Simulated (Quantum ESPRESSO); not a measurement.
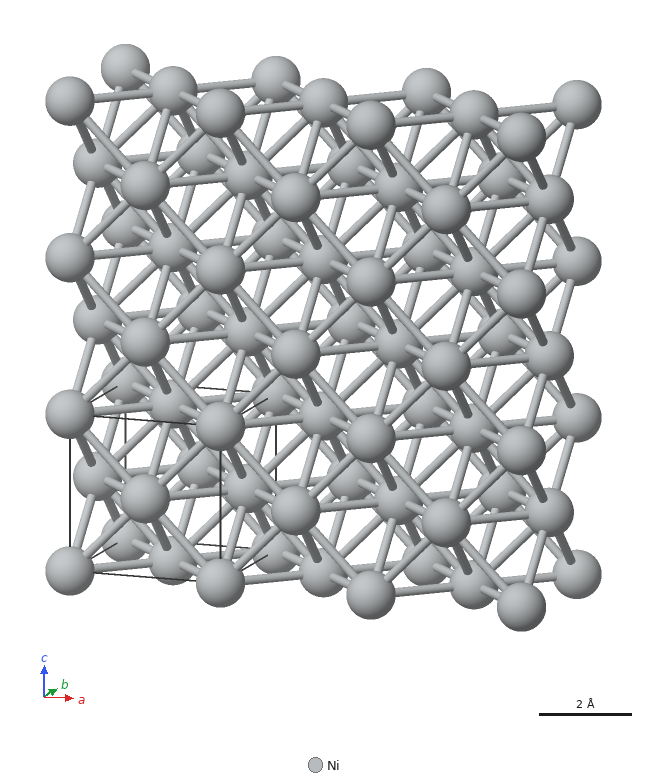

Figure 1. The structure as given in the input (ball-and-stick view of the cell 4 times as large as that of the calculation, set on its symmetry axes, repeated 3 × 1 × 3, seen slightly off an axis). Near neighbours in the crystal (not all of them lie inside the picture): Ni has 12 Ni at 2.49 Å.

Ni: relaxation of cell and atoms (part 1 of 2)

- system: Ni (Fm-3m, 1 atom in the cell)
- method: Kohn-Sham DFT of a periodic cell, PBE, GBRV 1.5 PBE, spin-polarised (Quantum ESPRESSO 7.5)

The structure derives from an entry of the Crystallography Open Database.

The program's output:
```
This program is part of the open-source Quantum ESPRESSO suite
     for quantum simulation of materials; please cite
         "P. Giannozzi et al., J. Phys.:Condens. Matter 21 395502 (2009);
         "P. Giannozzi et al., J. Phys.:Condens. Matter 29 465901 (2017);
         "P. Giannozzi et al., J. Chem. Phys. 152 154105 (2020);
          URL
     in publications or presentations arising from this work. More details at

     Message from routine setup:
     using ibrav=0 with symmetry is DISCOURAGED, use correct ibrav instead

     K-points division:     npool     =       4
     Subspace diagonalization in iterative solution of the eigenvalue problem:
     a serial algorithm will be used

     G-vector sticks info
     --------------------
     sticks:   dense  smooth     PW     G-vecs:    dense   smooth      PW
     Sum         559     271     91                 8609     2975     609

     Using Slab Decomposition

     bravais-lattice index     =            0
     lattice parameter (alat)  =       4.7087  a.u.
     unit-cell volume          =      73.8238 (a.u.)^3
     number of atoms/cell      =            1
     number of atomic types    =            1
     number of electrons       =        18.00
     number of Kohn-Sham states=           18
     kinetic-energy cutoff     =      45.0000  Ry
     charge density cutoff     =     360.0000  Ry
     scf convergence threshold =      2.0E-10
     mixing beta               =       0.3000
     number of iterations used =            8  plain     mixing
     energy convergence thresh.=      1.0E-05
     force convergence thresh. =      4.0E-04
     press convergence thresh. =      3.0E-01
     Exchange-correlation=  SLA  PW   PBX  PBC
                           (   1   4   3   4   0   0   0)
     nstep                     =           40

     celldm(1)=   4.708730  celldm(2)=   0.000000  celldm(3)=   0.000000
     celldm(4)=   0.000000  celldm(5)=   0.000000  celldm(6)=   0.000000

     crystal axes: (cart. coord. in units of alat)
               a(1) = (   0.000000   0.707107   0.707107 )
               a(2) = (   0.707107   0.000000   0.707107 )
               a(3) = (   0.707107   0.707107   0.000000 )

     reciprocal axes: (cart. coord. in units 2 pi/alat)
               b(1) = ( -0.707107  0.707107  0.707107 )
               b(2) = (  0.707107 -0.707107  0.707107 )
               b(3) = (  0.707107  0.707107 -0.707107 )

     PseudoPot. # 1 for Ni read from file:
     ni_pbe_v1.4.uspp.F.UPF
     Pseudo is Ultrasoft + core correction, Zval = 18.0
     Generated by new atomic code, or converted to UPF format
     Using radial grid of  865 points,  6 beta functions with:
                l(1) =   0
                l(2) =   0
                l(3) =   1
                l(4) =   1
                l(5) =   2
                l(6) =   2
     Q(r) pseudized with 10 coefficients,  rinner =    0.980   0.980   0.980
                                                       0.980   0.980

     atomic species   valence    mass     pseudopotential
     Ni               18.00    58.69340     Ni( 1.00)

     Starting magnetic structure
     atomic species   magnetization
     Ni              0.056

     48 Sym. Ops., with inversion, found

   Cartesian axes

     site n.     atom                  positions (alat units)
         1        Ni     tau(   1) = (   0.0000000   0.0000000   0.0000000  )

     number of k points=   145  Methfessel-Paxton smearing, width (Ry)=  0.0037

     Number of k-points >= 100: set verbosity='high' to print them.

     Dense  grid:     8609 G-vectors     FFT dimensions: (  30,  30,  30)

     Smooth grid:     2975 G-vectors     FFT dimensions: (  24,  24,  24)

     Check: negative core charge=   -0.000008
     Generating pointlists ...
     new r_m :   0.4125 (alat units)  1.9424 (a.u.) for type    1

     Initial potential from superposition of free atoms

     starting charge      16.0000, renormalised to      18.0000
     Starting wfcs are   13 randomized atomic wfcs +    5 random wfcs

     Self-consistent Calculation

     iteration #  1     ecut=    45.00 Ry     beta= 0.30
     Davidson diagonalization with overlap
     ethr =  1.00E-02,  avg # of iterations =  5.4

     total energy              =    -336.82723306 Ry
     estimated scf accuracy    <      31.77270170 Ry

     total magnetization       =     0.18 Bohr mag/cell
     absolute magnetization    =     0.20 Bohr mag/cell

     iteration #  2     ecut=    45.00 Ry     beta= 0.30
     Davidson diagonalization with overlap
     ethr =  1.00E-02,  avg # of iterations =  2.6

     total energy              =    -343.02706928 Ry
     estimated scf accuracy    <       1.24552550 Ry

     total magnetization       =     0.42 Bohr mag/cell
     absolute magnetization    =     0.48 Bohr mag/cell

     iteration #  3     ecut=    45.00 Ry     beta= 0.30
     Davidson diagonalization with overlap
     ethr =  6.92E-03,  avg # of iterations =  1.2

     total energy              =    -343.26788175 Ry
     estimated scf accuracy    <       0.05593814 Ry

     total magnetization       =     0.68 Bohr mag/cell
     absolute magnetization    =     0.75 Bohr mag/cell

     iteration #  4     ecut=    45.00 Ry     beta= 0.30
     Davidson diagonalization with overlap
     ethr =  3.11E-04,  avg # of iterations =  1.7

     total energy              =    -343.27884278 Ry
     estimated scf accuracy    <       0.00660147 Ry

     total magnetization       =     0.61 Bohr mag/cell
     absolute magnetization    =     0.69 Bohr mag/cell

     iteration #  5     ecut=    45.00 Ry     beta= 0.30
     Davidson diagonalization with overlap
     ethr =  3.67E-05,  avg # of iterations =  2.0

     total energy              =    -343.27989307 Ry
     estimated scf accuracy    <       0.00005694 Ry

     total magnetization       =     0.61 Bohr mag/cell
     absolute magnetization    =     0.70 Bohr mag/cell

     iteration #  6     ecut=    45.00 Ry     beta= 0.30
     Davidson diagonalization with overlap
     ethr =  3.16E-07,  avg # of iterations =  2.7

     total energy              =    -343.27990626 Ry
     estimated scf accuracy    <       0.00002012 Ry

     total magnetization       =     0.60 Bohr mag/cell
     absolute magnetization    =     0.70 Bohr mag/cell

     iteration #  7     ecut=    45.00 Ry     beta= 0.30
     Davidson diagonalization with overlap
     ethr =  1.12E-07,  avg # of iterations =  1.2

     total energy              =    -343.27991003 Ry
     estimated scf accuracy    <       0.00000601 Ry

     total magnetization       =     0.60 Bohr mag/cell
     absolute magnetization    =     0.70 Bohr mag/cell

     iteration #  8     ecut=    45.00 Ry     beta= 0.30
     Davidson diagonalization with overlap
     ethr =  3.34E-08,  avg # of iterations =  2.0

     total energy              =    -343.27991197 Ry
     estimated scf accuracy    <       0.00000345 Ry

     total magnetization       =     0.60 Bohr mag/cell
     absolute magnetization    =     0.71 Bohr mag/cell

     iteration #  9     ecut=    45.00 Ry     beta= 0.30
     Davidson diagonalization with overlap
     ethr =  1.91E-08,  avg # of iterations =  1.0

     total energy              =    -343.27991251 Ry
     estimated scf accuracy    <       0.00000004 Ry

     total magnetization       =     0.60 Bohr mag/cell
     absolute magnetization    =     0.71 Bohr mag/cell

     iteration # 10     ecut=    45.00 Ry     beta= 0.30
     Davidson diagonalization with overlap
     ethr =  2.42E-10,  avg # of iterations =  1.2

     total energy              =    -343.27991255 Ry
     estimated scf accuracy    <          9.8E-09 Ry

     total magnetization       =     0.60 Bohr mag/cell
     absolute magnetization    =     0.71 Bohr mag/cell

     iteration # 11     ecut=    45.00 Ry     beta= 0.30
     Davidson diagonalization with overlap
     ethr =  5.43E-11,  avg # of iterations =  1.0

     total energy              =    -343.27991257 Ry
     estimated scf accuracy    <          8.1E-10 Ry

     total magnetization       =     0.60 Bohr mag/cell
     absolute magnetization    =     0.71 Bohr mag/cell

     iteration # 12     ecut=    45.00 Ry     beta= 0.30
     Davidson diagonalization with overlap
     ethr =  4.52E-12,  avg # of iterations =  1.1

     total energy              =    -343.27991258 Ry
     estimated scf accuracy    <          6.1E-10 Ry

     total magnetization       =     0.60 Bohr mag/cell
     absolute magnetization    =     0.71 Bohr mag/cell

     iteration # 13     ecut=    45.00 Ry     beta= 0.30
     Davidson diagonalization with overlap
     ethr =  3.38E-12,  avg # of iterations =  1.5

     Magnetic moment per site  (integrated on atomic sphere of radius R)
     atom   1 (R=0.412)  charge= 16.7051  magn=  0.6470

     End of self-consistent calculation

     Number of k-points >= 100: set verbosity='high' to print the bands.

     the Fermi energy is    17.7932 ev

!    total energy              =    -343.27991258 Ry
     estimated scf accuracy    <          1.3E-11 Ry
     smearing contrib. (-TS)   =      -0.00000622 Ry
     internal energy E=F+TS    =    -343.27990636 Ry

     The total energy is F=E-TS. E is the sum of the following terms:
     one-electron contribution =    -192.38860656 Ry
     hartree contribution      =     107.74583265 Ry
     xc contribution           =     -35.56129083 Ry
     ewald contribution        =    -223.07584162 Ry

     total magnetization       =     0.60 Bohr mag/cell
     absolute magnetization    =     0.71 Bohr mag/cell

     convergence has been achieved in  13 iterations

     Forces acting on atoms (cartesian axes, Ry/au):

     atom    1 type  1   force =     0.00000000    0.00000000    0.00000000

     Total force =     0.000000     Total SCF correction =     0.000000

     Computing stress (Cartesian axis) and pressure

          total   stress  (Ry/bohr**3)                   (kbar)     P=      -15.74
  -0.00010698  -0.00000000  -0.00000000          -15.74       -0.00       -0.00
  -0.00000000  -0.00010698  -0.00000000           -0.00      -15.74       -0.00
  -0.00000000  -0.00000000  -0.00010698           -0.00       -0.00      -15.74

     BFGS Geometry Optimization
     Energy error            =      6.3E-05 Ry
     Gradient error          =      0.0E+00 Ry/Bohr
     Cell gradient error     =      1.6E+01 kbar

     number of scf cycles    =   1
     number of bfgs steps    =   0

     enthalpy           new  =    -343.2799125842 Ry

     new trust radius        =       0.0045960247 bohr
     new conv_thr            =       0.0000000002 Ry

     new unit-cell volume =     73.23302 a.u.^3 (    10.85201 Ang^3 )
     density =      8.98107 g/cm^3

CELL_PARAMETERS (angstrom)
  -0.000000000   1.757222579   1.757222579
   1.757222579  -0.000000000   1.757222579
   1.757222579   1.757222579  -0.000000000

ATOMIC_POSITIONS (crystal)
Ni               0.0000000000        0.0000000000        0.0000000000

     NEW-OLD atomic charge density approx. for the potential
     New effective cutoffs (rho, wfc):  361.60   45.24

     Check: negative core charge=   -0.000008
     Generating pointlists ...

     Self-consistent Calculation

     iteration #  1     ecut=    45.00 Ry     beta= 0.30
     Davidson diagonalization with overlap
     ethr =  1.00E-06,  avg # of iterations =  2.0

     Threshold (ethr) on eigenvalues was too large:
     Diagonalizing with lowered threshold

     Davidson diagonalization with overlap
     ethr =  9.09E-08,  avg # of iterations =  1.0

     total energy              =    -343.27993977 Ry
     estimated scf accuracy    <       0.00001605 Ry

     total magnetization       =     0.60 Bohr mag/cell
     absolute magnetization    =     0.70 Bohr mag/cell

     iteration #  2     ecut=    45.00 Ry     beta= 0.30
     Davidson diagonalization with overlap
     ethr =  8.92E-08,  avg # of iterations =  1.4

     total energy              =    -343.27994292 Ry
     estimated scf accuracy    <       0.00000320 Ry

     total magnetization       =     0.60 Bohr mag/cell
     absolute magnetization    =     0.70 Bohr mag/cell

     iteration #  3     ecut=    45.00 Ry     beta= 0.30
     Davidson diagonalization with overlap
     ethr =  1.78E-08,  avg # of iterations =  1.0

     total energy              =    -343.27994323 Ry
     estimated scf accuracy    <       0.00000053 Ry

     total magnetization       =     0.60 Bohr mag/cell
     absolute magnetization    =     0.70 Bohr mag/cell

     iteration #  4     ecut=    45.00 Ry     beta= 0.30
     Davidson diagonalization with overlap
     ethr =  2.97E-09,  avg # of iterations =  1.0

     total energy              =    -343.27994327 Ry
     estimated scf accuracy    <          8.7E-09 Ry

     total magnetization       =     0.60 Bohr mag/cell
     absolute magnetization    =     0.70 Bohr mag/cell

     iteration #  5     ecut=    45.00 Ry     beta= 0.30
     Davidson diagonalization with overlap
     ethr =  4.84E-11,  avg # of iterations =  1.7

     total energy              =    -343.27994328 Ry
     estimated scf accuracy    <          2.6E-09 Ry

     total magnetization       =     0.60 Bohr mag/cell
     absolute magnetization    =     0.70 Bohr mag/cell

     iteration #  6     ecut=    45.00 Ry     beta= 0.30
     Davidson diagonalization with overlap
     ethr =  1.45E-11,  avg # of iterations =  1.3

     total energy              =    -343.27994328 Ry
     estimated scf accuracy    <          2.9E-10 Ry

     total magnetization       =     0.60 Bohr mag/cell
     absolute magnetization    =     0.70 Bohr mag/cell

     iteration #  7     ecut=    45.00 Ry     beta= 0.30
     Davidson diagonalization with overlap
     ethr =  1.63E-12,  avg # of iterations =  1.2

     Magnetic moment per site  (integrated on atomic sphere of radius R)
     atom   1 (R=0.412)  charge= 16.7146  magn=  0.6450

     End of self-consistent calculation

     Number of k-points >= 100: set verbosity='high' to print the bands.

     the Fermi energy is    17.9734 ev

!    total energy              =    -343.27994328 Ry
     estimated scf accuracy    <          4.5E-11 Ry
     smearing contrib. (-TS)   =      -0.00000550 Ry
     internal energy E=F+TS    =    -343.27993778 Ry

     The total energy is F=E-TS. E is the sum of the following terms:
     one-electron contribution =    -191.40447338 Ry
     hartree contribution      =     107.36494585 Ry
     xc contribution           =     -35.56633629 Ry
     ewald contribution        =    -223.67407396 Ry

     total magnetization       =     0.60 Bohr mag/cell
     absolute magnetization    =     0.70 Bohr mag/cell

     convergence has been achieved in   7 iterations

     Forces acting on atoms (cartesian axes, Ry/au):

     atom    1 type  1   force =     0.00000000    0.00000000    0.00000000

     Total force =     0.000000     Total SCF correction =     0.000000

     Computing stress (Cartesian axis) and pressure

          total   stress  (Ry/bohr**3)                   (kbar)     P=        1.03
   0.00000701   0.00000000   0.00000000            1.03        0.00        0.00
   0.00000000   0.00000701   0.00000000            0.00        1.03        0.00
   0.00000000   0.00000000   0.00000701            0.00        0.00        1.03

     Energy error            =      3.1E-05 Ry
     Gradient error          =      0.0E+00 Ry/Bohr
     Cell gradient error     =      1.0E+00 kbar

     number of scf cycles    =   2
     number of bfgs steps    =   1

     enthalpy           old  =    -343.2799125842 Ry
     enthalpy           new  =    -343.2799432804 Ry

     CASE: enthalpy          _new < enthalpy          _old

     new trust radius        =       0.0002808026 bohr
     new conv_thr            =            2.0E-12 Ry

     new unit-cell volume =     73.26907 a.u.^3 (    10.85736 Ang^3 )
     density =      8.97665 g/cm^3

CELL_PARAMETERS (angstrom)
  -0.000000000   1.757510878   1.757510878
   1.757510878  -0.000000000   1.757510878
   1.757510878   1.757510878  -0.000000000

ATOMIC_POSITIONS (crystal)
Ni               0.0000000000        0.0000000000        0.0000000000

     NEW-OLD atomic charge density approx. for the potential
     New effective cutoffs (rho, wfc):  361.48   45.22

     Check: negative core charge=   -0.000008
     Generating pointlists ...

     Self-consistent Calculation

     iteration #  1     ecut=    45.00 Ry     beta= 0.30
     Davidson diagonalization with overlap
     ethr =  1.00E-06,  avg # of iterations =  2.0

     Threshold (ethr) on eigenvalues was too large:
     Diagonalizing with lowered threshold

     Davidson diagonalization with overlap
     ethr =  2.79E-10,  avg # of iterations =  1.0
```
